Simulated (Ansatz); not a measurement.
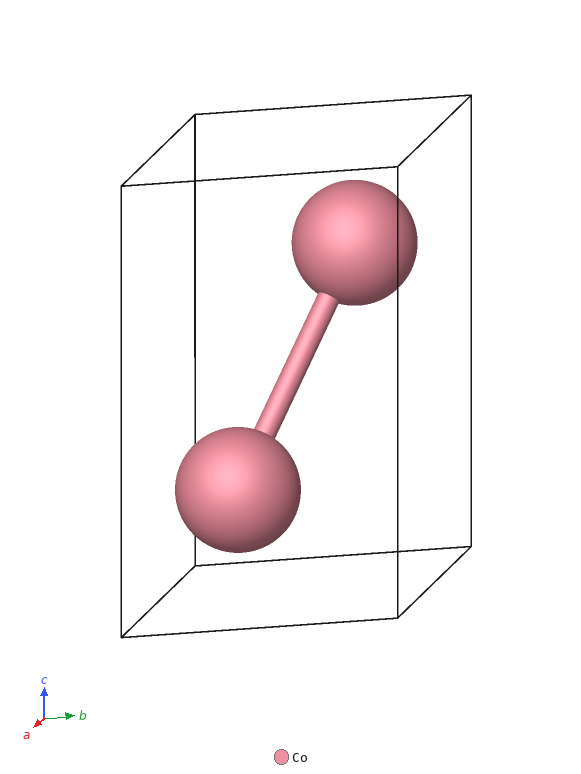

We look at a ball-and-stick model of the crystal slightly off an axis. The unit cell is outlined; an atom on or near a face, edge or corner is repeated at each equivalent position. Cell: a = 2.50 Å, b = 2.49 Å, c = 4.06 Å, α = 90.00°, β = 90.00°, γ = 120.12°.

Its origin is a structure listed in the Materials Project. The cell was then strained or its atoms displaced on purpose. It was run through Ansatz as a DFT input.

Q: What can be read from this drawing?

A: The element is cobalt. Strictly the space group is C2/m (No. 12, within 0.01 Å). It is a distorted form of a primitive hexagonal structure, space group P6_3/mmc (No. 194) within 0.25 Å: hexagonal close-packed (Mg type). The cell holds two atoms. Each Co has twelve Co in an anticuboctahedral arrangement at about 2.4 to 2.6 Å. The bonds build a three-dimensional framework.

All computed values are from Ansatz, DFT PBEsol, scalar-relativistic, plane waves, PAW. Settings: 420 eV cutoff, a 24×24×12 k-point grid, Gaussian smearing of 0.15 eV, collinear spins.

Q: Which atoms carry magnetic moments in this run, and how do they order?

A: The state reached is ferromagnetic. Sizes: Co 1.7 μB; net moment 3.2 μB in the run's cell of 2 atoms.

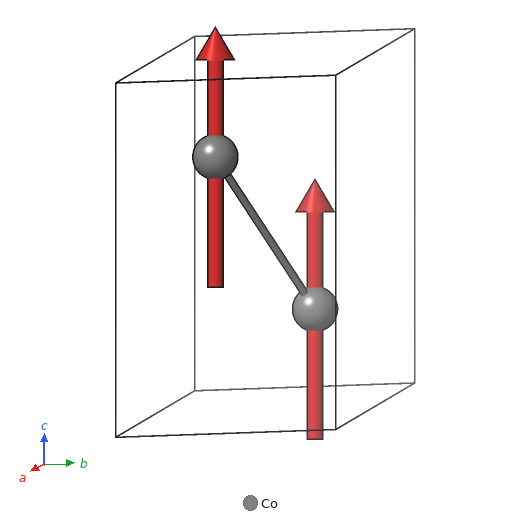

Site moments above 0.25 μB as arrows, small induced ones on non-metal atoms left out (red along the largest or up, blue against, purple across). The run's cell of 2 atoms is drawn in a reduced setting, so axes and origin can differ from the first picture.

Q: Does it come out as a metal, or with a gap?

A: A metal: bands cross the Fermi level.

Q: Has the structure come to rest?

A: No. The largest force is 0.44 eV/Å, on Co. The pressure is -10.5 GPa, so the cell would contract.

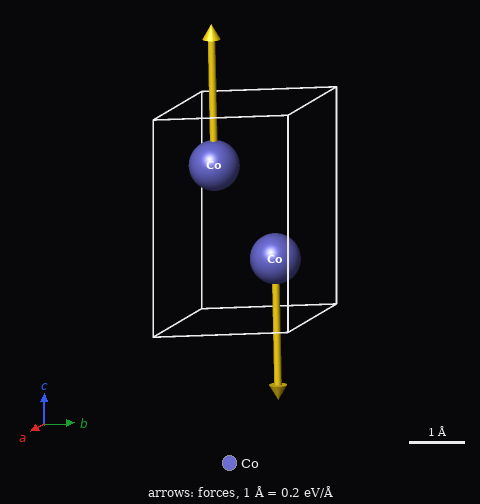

The forces as arrows. The run's cell of 2 atoms is drawn in a reduced setting, so axes and origin can differ from the first picture.
